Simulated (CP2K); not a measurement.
**WS$_{2}$: geometry relaxation (part 3 of 4)**

WS$_{2}$ (P6₃/mmc, 6 atoms in the cell); DFT, PBE, Gaussian and plane waves, basis SZV-MOLOPT-SR-GTH, GTH potentials (CP2K 2026.2); 5×5×3 k-mesh. The structure derives from an entry of the Crystallography Open Database. The geometry comes from this level: r2scan-rvv10.

Geometry of the input (Å; fractional positions):
```
3.1699  0.0000  0.0000
-1.5850  2.7453  0.0000
-0.0000  -0.0000  12.4911
W  0.3333  0.6667  0.2500
W  0.6667  0.3333  0.7500
S  0.3333  0.6667  0.6249
S  0.6667  0.3333  0.1249
S  0.3333  0.6667  0.8751
S  0.6667  0.3333  0.3751
```

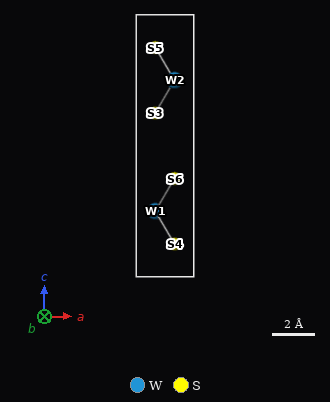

*The input geometry (ball-and-stick view of the cell of the calculation, along the b axis; atoms are numbered from 1 in the order of the input).*

## Log, continued
```
  ------------------------------------------------------------------------------
     1 Broy./Diag. 0.30E+00    1.3     1.09965993      -176.8675824300 -1.77E+02
     2 Broy./Diag. 0.30E+00    2.0     0.37211812      -175.5271380369  1.34E+00
     3 Broy./Diag. 0.30E+00    2.0     0.05135650      -177.0511629317 -1.52E+00
     4 Broy./Diag. 0.30E+00    1.9     0.02928542      -176.7541670304  2.97E-01
     5 Broy./Diag. 0.30E+00    2.0     0.01102303      -176.6607287480  9.34E-02
     6 Broy./Diag. 0.30E+00    2.0     0.00179562      -176.7060351086 -4.53E-02
     7 Broy./Diag. 0.30E+00    2.1     0.00085136      -176.7049314203  1.10E-03
     8 Broy./Diag. 0.30E+00    2.0     0.00067476      -176.6991619352  5.77E-03
     9 Broy./Diag. 0.30E+00    2.3     0.00006632      -176.6970938429  2.07E-03
    10 Broy./Diag. 0.30E+00    2.5     0.00004389      -176.6962881086  8.06E-04
    11 Broy./Diag. 0.30E+00    3.0     0.00000528      -176.6960807535  2.07E-04
    12 Broy./Diag. 0.30E+00    1.9     0.00000433      -176.6960008172  7.99E-05
    13 Broy./Diag. 0.30E+00    2.3     0.00000231      -176.6959744228  2.64E-05
    14 Broy./Diag. 0.30E+00    1.5     0.00000100      -176.6959650993  9.32E-06

  *** SCF run converged in    14 steps ***

  Electronic density on regular grids:        -51.9999999969        0.0000000031
  Core density on regular grids:               51.9999999947       -0.0000000053
  Total charge density on r-space grids:       -0.0000000022
  Total charge density g-space grids:          -0.0000000022

  Overlap energy of the core charge distribution:               0.00000000394879
  Self energy of the core charge distribution:               -301.49813723980628
  Core Hamiltonian energy:                                     71.71232108666949
  Hartree energy:                                              78.49973831561874
  Exchange-correlation energy:                                -25.40988726571578
  Electronic entropic energy:                                  -0.00000000000001
  Fermi energy:                                                 0.35287239708295

  Total energy:                                              -176.69596509928505
  Total energy (extrapolated to T->0):                       -176.69596509928505

 ENERGY| Total FORCE_EVAL ( QS ) energy [hartree]           -176.695963841919053

 FORCES| Atomic forces [hartree/bohr]
 FORCES|   Atom     x               y               z               |f|
 FORCES|      1 -1.02945545E-03  6.33075962E-04 -1.28592591E-07   1.20853784E-03
 FORCES|      2  1.02945546E-03 -6.33075940E-04  1.28624170E-07   1.20853784E-03
 FORCES|      3 -5.14852658E-04  3.16615483E-04  6.29239929E-06   6.04448689E-04
 FORCES|      4  5.14852413E-04 -3.16615336E-04  6.26623965E-06   6.04448132E-04
 FORCES|      5 -5.14852412E-04  3.16615336E-04 -6.26627479E-06   6.04448132E-04
 FORCES|      6  5.14852659E-04 -3.16615482E-04 -6.29239578E-06   6.04448689E-04
 FORCES| Sum     1.40117692E-11  2.40569162E-11 -4.74590561E-14
 FORCES| Total atomic force                                       2.78400277E-11

 STRESS| Analytical stress tensor [bar]
 STRESS|                        x                   y                   z
 STRESS|      x        3.63650653619E+03  -6.05255391903E+03  -2.38761179167E-04
 STRESS|      y       -6.05255391903E+03  -3.64438609597E+03   1.62617387796E-04
 STRESS|      z       -2.38761179167E-04   1.62617387796E-04  -2.02522847769E+01
 STRESS| 1/3 Trace                                            -9.37728151801E+00
 STRESS| Determinant                                           1.01031039566E+09

 STRESS| Eigenvectors and eigenvalues of the analytical stress tensor [bar]
 STRESS|                        1                   2                   3
 STRESS| Eigenvalues  -7.06696026145E+03  -2.02522847769E+01   7.05908070168E+03
 STRESS|      x           0.492227873866      0.000000037076      0.870466380850
 STRESS|      y           0.870466380850     -0.000000017048     -0.492227873866
 STRESS|      z          -0.000000003410      1.000000000000     -0.000000040665

 SPGR STRESS| Symmetrized stress tensor [GPa]
 SPGR STRESS|                        x                   y                   z
 SPGR STRESS|      x        5.67520932751E-03   4.21540522955E-05   8.23658601091E-20
 SPGR STRESS|      y        4.21540522955E-05   5.72589430115E-03  -3.14596364956E-20
 SPGR STRESS|      z        8.23658601091E-20  -3.14596364956E-20  -2.02522847769E-03
 SPGR STRESS| 1/3 Trace                                             3.12529171699E-03
 SPGR STRESS| Determinant                                          -6.58075144836E-08

 SPGR STRESS| Eigenvectors and eigenvalues of the symmetrized stress tensor [GPa]
 SPGR STRESS|                        1                   2                   3
 SPGR STRESS| Eigenvalues  -2.02522847769E-03   5.65136639207E-03   5.74973723659E-03
 SPGR STRESS|      x          -0.000000000000      0.870414803404      0.492319073382
 SPGR STRESS|      y           0.000000000000     -0.492319073382      0.870414803404
 SPGR STRESS|      z           1.000000000000      0.000000000000      0.000000000000

 OPT| **************************************************************************
 OPT| Step number                                                             20
 OPT| Optimization method                                                   BFGS
 OPT| Total energy [hartree]                                     -176.6959638419
 OPT| Internal pressure [bar]                                      31.2529171699
 OPT| Effective energy change [hartree]                             0.0000002600
 OPT| Predicted energy change [hartree]                            -0.0000000102
 OPT| Scaling factor                                                0.6887789406
 OPT| Step size                                                     0.0030344738
 OPT| Trust radius                                                  0.4724315332
 OPT| Decrease in energy                                                      NO
 OPT| Used time [s]                                                       31.913
 OPT|
 OPT| Maximum step size                                             0.0030344738
 OPT| Convergence limit for maximum step size                       0.0030000000
 OPT| Maximum step size is converged                                          NO
 OPT|
 OPT| RMS step size                                                 0.0006418701
 OPT| Convergence limit for RMS step size                           0.0015000000
 OPT| RMS step size is converged                                             YES
 OPT|
 OPT| Maximum gradient                                              0.0000308370
 OPT| Convergence limit for maximum gradient                        0.0003000000
 OPT| Maximum gradient is converged                                          YES
 OPT|
 OPT| RMS gradient                                                  0.0000086549
 OPT| Convergence limit for RMS gradient                            0.0003000000
 OPT| RMS gradient is converged                                              YES
 OPT|
 OPT| Pressure deviation [bar]                                     31.2529171699
 OPT| Pressure tolerance [bar]                                    300.0000000000
 OPT| Pressure is converged                                                  YES
 OPT| **************************************************************************
 OPT| Estimated peak process memory after this step [MiB]                    343

 --------------------------
 OPTIMIZATION STEP:     21
 --------------------------

 CELL| Volume [angstrom^3]:                                           124.054399
 CELL| Vector a [angstrom]:       3.213     0.000     0.000   |a| =     3.213203
 CELL| Vector b [angstrom]:      -1.586     2.795     0.000   |b| =     3.213809
 CELL| Vector c [angstrom]:      -0.000     0.000    13.812   |c| =    13.812077
 CELL| Angle (b,c), alpha [degree]:                                    90.000000
 CELL| Angle (a,c), beta  [degree]:                                    90.000000
 CELL| Angle (a,b), gamma [degree]:                                   119.570286
 CELL| Numerically orthorhombic:                                              NO
 CELL| Periodicity                                                           XYZ

 Extrapolation method: initial_guess

 Number of electrons:                                                         52
 Number of occupied orbitals:                                                 26
 Number of molecular orbitals:                                                36

 Number of orbital functions:                                                 36
 Number of independent orbital functions:                                     36

 SCF WAVEFUNCTION OPTIMIZATION

  ------------------------------------------------------------------------------
     1 Broy./Diag. 0.30E+00    1.0     1.09966766      -176.8674702243 -1.77E+02
     2 Broy./Diag. 0.30E+00    1.6     0.37207227      -175.5272523417  1.34E+00
     3 Broy./Diag. 0.30E+00    1.7     0.05134597      -177.0511131692 -1.52E+00
     4 Broy./Diag. 0.30E+00    2.3     0.02928379      -176.7541751180  2.97E-01
     5 Broy./Diag. 0.30E+00    2.0     0.01102020      -176.6607588875  9.34E-02
     6 Broy./Diag. 0.30E+00    1.5     0.00179636      -176.7060501866 -4.53E-02
     7 Broy./Diag. 0.30E+00    1.8     0.00085171      -176.7049404622  1.11E-03
     8 Broy./Diag. 0.30E+00    1.7     0.00067552      -176.6991653969  5.78E-03
     9 Broy./Diag. 0.30E+00    1.8     0.00006625      -176.6970949096  2.07E-03
    10 Broy./Diag. 0.30E+00    1.7     0.00004398      -176.6962875665  8.07E-04
    11 Broy./Diag. 0.30E+00    1.6     0.00000526      -176.6960803467  2.07E-04
    12 Broy./Diag. 0.30E+00    1.6     0.00000432      -176.6960004651  7.99E-05
    13 Broy./Diag. 0.30E+00    1.6     0.00000231      -176.6959740856  2.64E-05
    14 Broy./Diag. 0.30E+00    1.6     0.00000099      -176.6959647673  9.32E-06

  *** SCF run converged in    14 steps ***

  Electronic density on regular grids:        -51.9999999966        0.0000000034
  Core density on regular grids:               51.9999999947       -0.0000000053
  Total charge density on r-space grids:       -0.0000000019
  Total charge density g-space grids:          -0.0000000019

  Overlap energy of the core charge distribution:               0.00000000394812
  Self energy of the core charge distribution:               -301.49813723980628
  Core Hamiltonian energy:                                     71.71216221972612
  Hartree energy:                                              78.49984148547570
  Exchange-correlation energy:                                -25.40983123662651
  Electronic entropic energy:                                  -0.00000000000001
  Fermi energy:                                                 0.35274979066628

  Total energy:                                              -176.69596476728285
  Total energy (extrapolated to T->0):                       -176.69596476728285

 ENERGY| Total FORCE_EVAL ( QS ) energy [hartree]           -176.695963516900662

 FORCES| Atomic forces [hartree/bohr]
 FORCES|   Atom     x               y               z               |f|
 FORCES|      1 -1.03130975E-03  6.34242109E-04 -1.27983873E-07   1.21072824E-03
 FORCES|      2  1.03130977E-03 -6.34242086E-04  1.27978107E-07   1.21072824E-03
 FORCES|      3 -5.15779046E-04  3.17198074E-04 -2.86839546E-06   6.05517027E-04
 FORCES|      4  5.15778805E-04 -3.17197926E-04 -2.89375857E-06   6.05516865E-04
 FORCES|      5 -5.15778804E-04  3.17197927E-04  2.89376369E-06   6.05516865E-04
 FORCES|      6  5.15779047E-04 -3.17198073E-04  2.86839610E-06   6.05517027E-04
 FORCES| Sum     1.38619680E-11  2.41069022E-11 -1.18425726E-14
 FORCES| Total atomic force                                       2.78082188E-11

 STRESS| Analytical stress tensor [bar]
 STRESS|                        x                   y                   z
 STRESS|      x        3.57185414069E+03  -6.06087936178E+03  -2.49498392324E-04
 STRESS|      y       -6.06087936178E+03  -3.71906581446E+03   1.74876700659E-04
 STRESS|      z       -2.49498392324E-04   1.74876700659E-04   7.63212553340E+00
 STRESS| 1/3 Trace                                            -4.65265160793E+01
 STRESS| Determinant                                          -3.81745328401E+08

 STRESS| Eigenvectors and eigenvalues of the analytical stress tensor [bar]
 STRESS|                        1                   2                   3
 STRESS| Eigenvalues  -7.14634484565E+03   7.63212553338E+00   6.99913317188E+03
 STRESS|      x           0.492227550377      0.000000039781      0.870466563775
 STRESS|      y           0.870466563775     -0.000000017772     -0.492227550377
 STRESS|      z          -0.000000004112      1.000000000000     -0.000000043375

 SPGR STRESS| Symmetrized stress tensor [GPa]
 SPGR STRESS|                        x                   y                   z
 SPGR STRESS|      x       -1.24139441675E-03  -9.23782537608E-06  -3.11024944263E-20
 SPGR STRESS|      y       -9.23782537613E-06  -1.25250175513E-03   1.18709210132E-20
 SPGR STRESS|      z       -3.11024944263E-20   1.18709210132E-20   7.63212553340E-04
 SPGR STRESS| 1/3 Trace                                            -5.76894539513E-04
 SPGR STRESS| Determinant                                           1.18661490495E-09

 SPGR STRESS| Eigenvectors and eigenvalues of the symmetrized stress tensor [GPa]
 SPGR STRESS|                        1                   2                   3
 SPGR STRESS| Eigenvalues  -1.25772679918E-03  -1.23616937270E-03   7.63212553340E-04
 SPGR STRESS|      x           0.492318914400      0.870414893326     -0.000000000000
 SPGR STRESS|      y           0.870414893326     -0.492318914400      0.000000000000
 SPGR STRESS|      z           0.000000000000      0.000000000000      1.000000000000

 OPT| **************************************************************************
 OPT| Step number                                                             21
 OPT| Optimization method                                                   BFGS
 OPT| Total energy [hartree]                                     -176.6959635169
 OPT| Internal pressure [bar]                                      -5.7689453951
 OPT| Effective energy change [hartree]                             0.0000003250
 OPT| Predicted energy change [hartree]                            -0.0000000061
 OPT| Scaling factor                                                0.6887789406
 OPT| Step size                                                     0.0058667404
 OPT| Trust radius                                                  0.4724315332
 OPT| Decrease in energy                                                      NO
 OPT| Used time [s]                                                       26.566
 OPT|
 OPT| Maximum step size                                             0.0058667404
 OPT| Convergence limit for maximum step size                       0.0030000000
 OPT| Maximum step size is converged                                          NO
 OPT|
 OPT| RMS step size                                                 0.0012310759
 OPT| Convergence limit for RMS step size                           0.0015000000
 OPT| RMS step size is converged                                             YES
 OPT|
 OPT| Maximum gradient                                              0.0000067471
 OPT| Convergence limit for maximum gradient                        0.0003000000
 OPT| Maximum gradient is converged                                          YES
 OPT|
 OPT| RMS gradient                                                  0.0000021159
 OPT| Convergence limit for RMS gradient                            0.0003000000
 OPT| RMS gradient is converged                                              YES
 OPT|
 OPT| Pressure deviation [bar]                                     -5.7689453951
 OPT| Pressure tolerance [bar]                                    300.0000000000
 OPT| Pressure is converged                                                  YES
 OPT| **************************************************************************
 OPT| Estimated peak process memory after this step [MiB]                    343

 --------------------------
 OPTIMIZATION STEP:     22
 --------------------------

 CELL| Volume [angstrom^3]:                                           124.042666
 CELL| Vector a [angstrom]:       3.213     0.000     0.000   |a| =     3.213183
 CELL| Vector b [angstrom]:      -1.586     2.795     0.000   |b| =     3.213789
 CELL| Vector c [angstrom]:      -0.000     0.000    13.811   |c| =    13.810968
 CELL| Angle (b,c), alpha [degree]:                                    90.000000
 CELL| Angle (a,c), beta  [degree]:                                    90.000000
 CELL| Angle (a,b), gamma [degree]:                                   119.570474
 CELL| Numerically orthorhombic:                                              NO
 CELL| Periodicity                                                           XYZ

 Extrapolation method: initial_guess

 Number of electrons:                                                         52
 Number of occupied orbitals:                                                 26
 Number of molecular orbitals:                                                36

 Number of orbital functions:                                                 36
 Number of independent orbital functions:                                     36

 SCF WAVEFUNCTION OPTIMIZATION

  ------------------------------------------------------------------------------
     1 Broy./Diag. 0.30E+00    1.1     1.09966499      -176.8674951289 -1.77E+02
     2 Broy./Diag. 0.30E+00    1.8     0.37208562      -175.5272229845  1.34E+00
     3 Broy./Diag. 0.30E+00    2.0     0.05134944      -177.0511305587 -1.52E+00
     4 Broy./Diag. 0.30E+00    1.7     0.02928461      -176.7541723706  2.97E-01
     5 Broy./Diag. 0.30E+00    1.6     0.01102113      -176.6607491131  9.34E-02
     6 Broy./Diag. 0.30E+00    1.8     0.00179612      -176.7060450977 -4.53E-02
     7 Broy./Diag. 0.30E+00    1.5     0.00085157      -176.7049372347  1.11E-03
     8 Broy./Diag. 0.30E+00    1.5     0.00067528      -176.6991641738  5.77E-03
     9 Broy./Diag. 0.30E+00    1.5     0.00006627      -176.6970945162  2.07E-03
    10 Broy./Diag. 0.30E+00    1.6     0.00004395      -176.6962877154  8.07E-04
    11 Broy./Diag. 0.30E+00    1.8     0.00000527      -176.6960804525  2.07E-04
    12 Broy./Diag. 0.30E+00    1.6     0.00000432      -176.6960005542  7.99E-05
    13 Broy./Diag. 0.30E+00    1.7     0.00000231      -176.6959741691  2.64E-05
    14 Broy./Diag. 0.30E+00    1.7     0.00000100      -176.6959648490  9.32E-06

  *** SCF run converged in    14 steps ***
```
